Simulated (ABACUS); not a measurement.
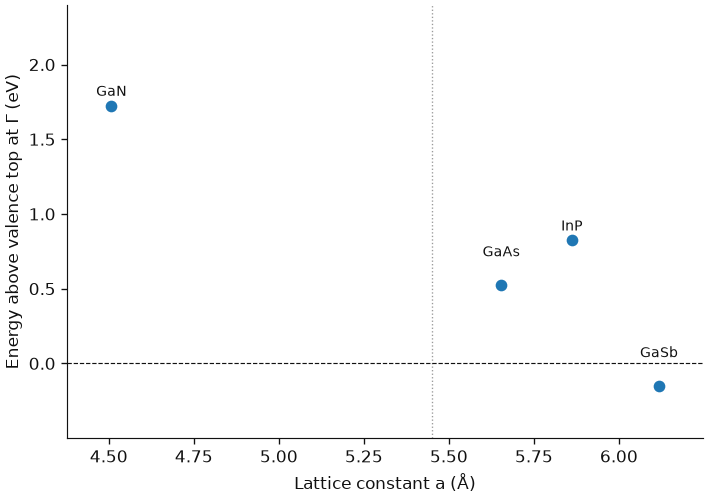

Lowest conduction level at Γ, counted from the valence-band top at Γ, for five zincblende crystals against the lattice constant, each in its database cell. A negative value at Γ means that the s-like level, then filled, lies under the p-like triplet: the bands are inverted and there is no gap. All by ABACUS with M06-L, without spin-orbit coupling, no moments; potentials: SG15 ONCV 1.2 PBE.

| compound | a (Å) | k mesh | Γ (eV) | smallest gap found (eV) |
| --- | --- | --- | --- | --- |
| GaN | 4.507 | 6×6×6 | 1.72 | 1.72 |
| GaAs | 5.654 | 5×5×5 | 0.53 | 0.53 |
| InP | 5.861 | 5×5×5 | 0.82 | 0.82 |
| GaSb | 6.118 | 5×5×5 | −0.15 | none |

Q: GaP (a = 5.451 Å, dotted line) is left out. Estimate its value at Γ.

A: A straight line through the other values at Γ gives 0.82 eV. The run gives 2.05 eV at Γ, so the line misses by 1.23 eV: a straight line in the lattice constant doesn't capture this level.

Q: Does the value at Γ follow the lattice constant?

A: Loosely: it tends to fall by about 1.1 eV per Å (correlation −0.73). More than one element changes from compound to compound, so size isn't the only cause. The lowest value is −0.15 eV (GaSb) and the highest 2.05 eV (GaP).

The potentials were made for another functional. Spin-orbit coupling is left out, which matters for Sb, In and As. The usual form of GaN is wurtzite. GaP: measured GaP has its conduction bottom near X; the order of its valleys hangs on the functional and the volume. Measured GaSb has a positive gap at its own volume; this functional understates it. The cells are as the databases list them, so they lie at different pressures for this functional. In GaP the smallest gap lies off the points plotted.
